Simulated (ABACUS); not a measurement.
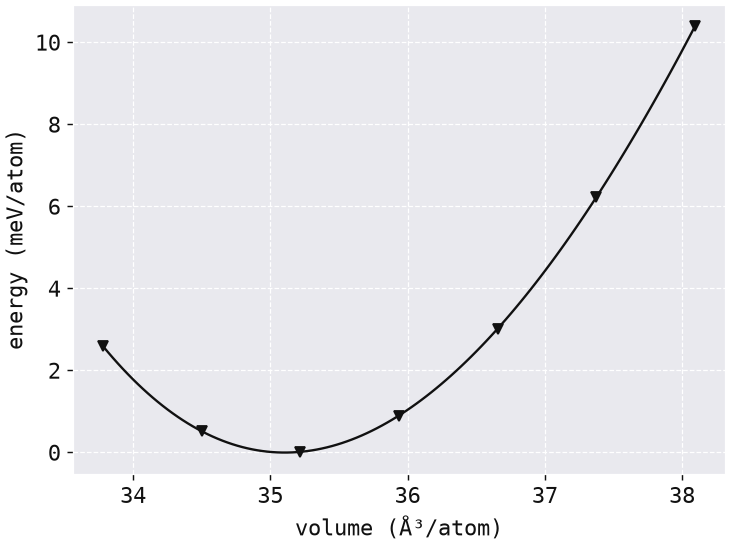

The plot gives the computed energy against volume for KBr, space group Fm-3m (No. 225).

Structure:
```
Br K
1.0
     0.00000    3.30000    3.30000
     3.30000    0.00000    3.30000
     3.30000    3.30000    0.00000
Br K
1 1
Cartesian
  3.3000 3.3000 3.3000
  0.0000 0.0000 0.0000
```

How it was computed, with ABACUS 3.10.1: DFT in plane waves or numerical atomic orbitals with pseudopotentials, no spin polarisation; energies at scaled volumes of the given cell, shape and fractions fixed, counted from the fit's minimum, third-order Birch-Murnaghan fit. Level: PBEsol.

k mesh 7×7×7; occupations Fermi–Dirac; smearing width 0.05 eV; potentials PseudoDojo NC SR 0.4.1 PBEsol standard; wave cutoff 1007 eV; density cutoff 4027 eV; program settings basis pw.

This calculation gives: equilibrium volume 35.10 Å³/atom and bulk modulus 15.4 GPa.

Now Br is replaced by I on all its sites, which gives KI in the same structure. Predict the effect.

The equilibrium volume rises from 35.10 to 42.99 Å³/atom (+22 %) and the bulk modulus falls from 15.4 to 12.2 GPa (−21 %).

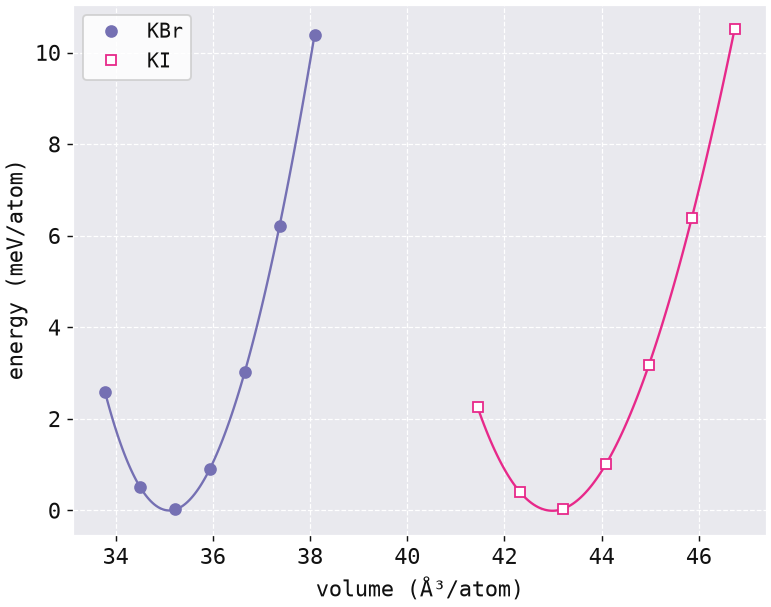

The two results together.

V0 and the bulk modulus come from third-order Birch–Murnaghan fits.
